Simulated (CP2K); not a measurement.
# Energy of Cu along an even scaling of the cell

System: Cu (Fm-3m, 1 atom in the cell).
Method: Kohn-Sham DFT of a periodic cell, PBE, GTH-PBE with UZH-TZVP basis, no spin polarisation (CP2K 2026.2).

The 6 runs differ only in the geometry, by an even scaling of the cell at fixed fractional positions. The structure derives from an entry of the Crystallography Open Database.

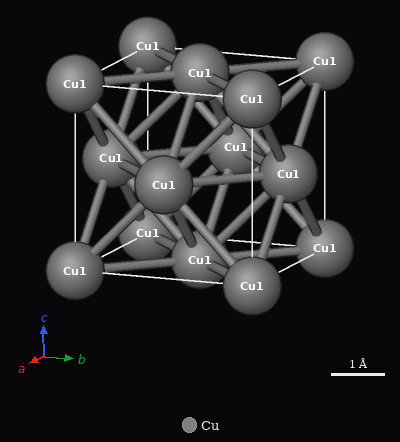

Figure 1. The structure of run 4 (ball-and-stick view of the cell 4 times as large as that of the calculation, set on its symmetry axes, seen slightly off an axis; atoms are numbered from 1 in the order of the input).

## Input of run 4
```
&GLOBAL
  PROJECT cu_eos
  RUN_TYPE ENERGY_FORCE
  PRINT_LEVEL LOW
&END GLOBAL
&FORCE_EVAL
  METHOD QS
  STRESS_TENSOR ANALYTICAL
  &DFT
    BASIS_SET_FILE_NAME BASIS_MOLOPT_UZH
    POTENTIAL_FILE_NAME POTENTIAL_UZH
    WFN_RESTART_FILE_NAME previous-RESTART.kp
    &MGRID
      CUTOFF 450
      REL_CUTOFF 60
      NGRIDS 4
    &END MGRID
    &QS
      METHOD GPW
      EPS_DEFAULT 1.0E-10
    &END QS
    &KPOINTS
      SCHEME MONKHORST-PACK 13 13 13
      GAMMA_CENTERED T
      SYMMETRY T
      SYMMETRY_BACKEND SPGLIB
    &END KPOINTS
    &SCF
      SCF_GUESS RESTART
      EPS_SCF 1.0E-6
      MAX_SCF 100
      ADDED_MOS 11
      CHOLESKY OFF
      EPS_EIGVAL 1.0E-7
      &DIAGONALIZATION ON
        ALGORITHM STANDARD
      &END DIAGONALIZATION
      &MIXING ON
        METHOD BROYDEN_MIXING
        ALPHA 0.4
        BETA 1.5
        NBUFFER 8
      &END MIXING
      &SMEAR ON
        METHOD FERMI_DIRAC
        ELECTRONIC_TEMPERATURE [K] 580.226
      &END SMEAR
    &END SCF
    &XC
      &XC_FUNCTIONAL PBE
      &END XC_FUNCTIONAL
    &END XC
    &PRINT
      &KPOINTS ON
      &END KPOINTS
      &MULLIKEN ON
      &END MULLIKEN
      &MO ON
        ENERGIES T
        OCCUPATION_NUMBERS T
        &EACH
          QS_SCF 0
        &END EACH
        ADD_LAST NUMERIC
      &END MO
    &END PRINT
  &END DFT
  &SUBSYS
    &CELL
      A 2.5731199247 0.0000000000 0.0000000000
      B 1.2865599623 2.2283872217 0.0000000000
      C 1.2865599623 0.7427957406 2.1009436208
      PERIODIC XYZ
    &END CELL
    &COORD
      Cu  0.0000000000 0.0000000000 0.0000000000
    &END COORD
    &KIND Cu
      BASIS_SET TZVP-MOLOPT-PBE-GTH-q11
      POTENTIAL GTH-PBE-q11
    &END KIND
    &PRINT
      &ATOMIC_COORDINATES ON
      &END ATOMIC_COORDINATES
      &CELL ON
      &END CELL
    &END PRINT
  &END SUBSYS
  &PRINT
    &FORCES ON
    &END FORCES
    &STRESS_TENSOR ON
    &END STRESS_TENSOR
  &END PRINT
&END FORCE_EVAL
```

Command:
```bash
OMP_NUM_THREADS=1 cp2k.psmp -i cu_eos.inp -o cu_eos.out
```

Run 5 differs from it as follows:
```diff
-      A 2.5731199247 0.0000000000 0.0000000000
-      B 1.2865599623 2.2283872217 0.0000000000
-      C 1.2865599623 0.7427957406 2.1009436208
+      A 2.5898289638 0.0000000000 0.0000000000
+      B 1.2949144819 2.2428576741 0.0000000000
+      C 1.2949144819 0.7476192247 2.1145864941
```

## Results, with one run withheld

| run | volume per atom (Å³) | free energy per atom, from the lowest run given (meV) | pressure (GPa) |
| --- | --- | --- | --- |
| 1 | 11.102 | 41.16 | 14.60 |
| 2 | 11.338 | 22.71 | 10.53 |
| 3 | 11.574 | 10.05 | 6.73 |
| 4 | 12.047 | 0.00 | 0.34 |
| 5 | 12.283 | ? | ? |
| 6 | 12.519 | 6.75 | −4.72 |

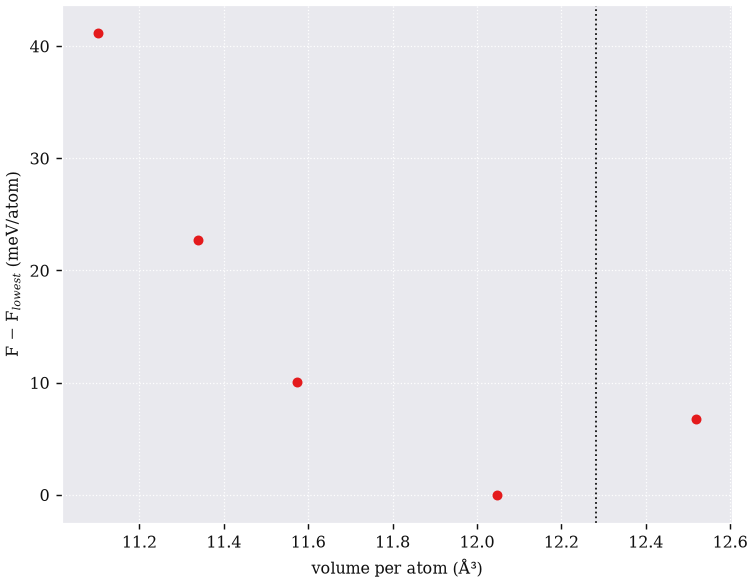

Figure 2. Free energy per atom of the runs given; the dotted line marks run 5.

Estimate the energy of run 5 from the others.

A cubic polynomial in V^(−2/3) (the Birch–Murnaghan form), fitted to the 5 runs given, misses them by at most 0.02 meV per atom. With x = V^(−2/3) − 0.19406 Å⁻², it reads F = 5.5906 + 2773.8 x + 3.442e+05 x² + 6.2002e+05 x³ (meV per atom). At run 5 it gives 1.50 meV per atom, and the run itself gives 1.51. The slope of the fit gives a pressure −dF/dV of −2.34 GPa there, and the run prints −2.34 GPa. The fit has its minimum at 12.076 Å³ per atom, where V d²F/dV² gives 143 GPa: the bulk modulus at this level, since symmetry fixes the shape and the positions.

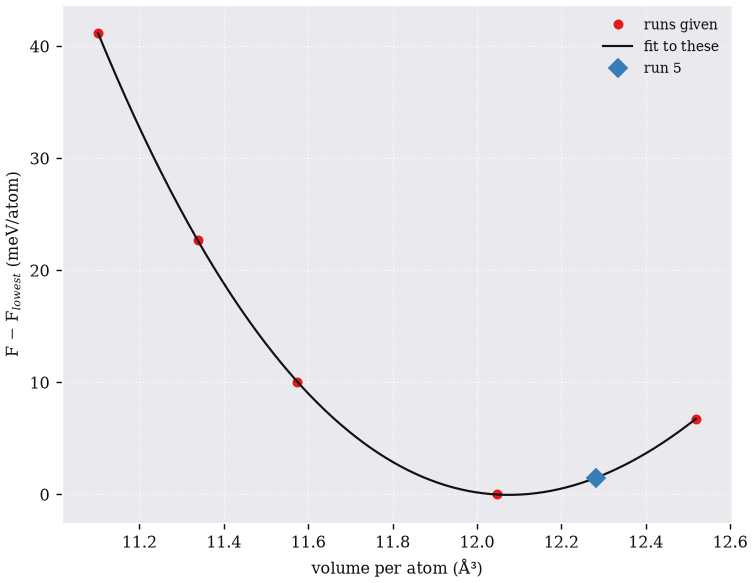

Figure 3. The fit and the withheld run.

## Some lines of the output (run 5)
```
[...]
 CELL| Volume [angstrom^3]:                                            12.282825
 CELL_REF| Volume [angstrom^3]:                                        12.282825
                        Smear method:                                FERMI_DIRAC
  Step     Update method      Time    Convergence         Total energy    Change
  Fermi energy:                                                 0.22872439010896
  Total energy:                                               -47.79332854455650
  Total energy (extrapolated to T->0):                        -47.79327894137723
 MO| E(Fermi):            0.228724 a.u.          6.223907 eV
```
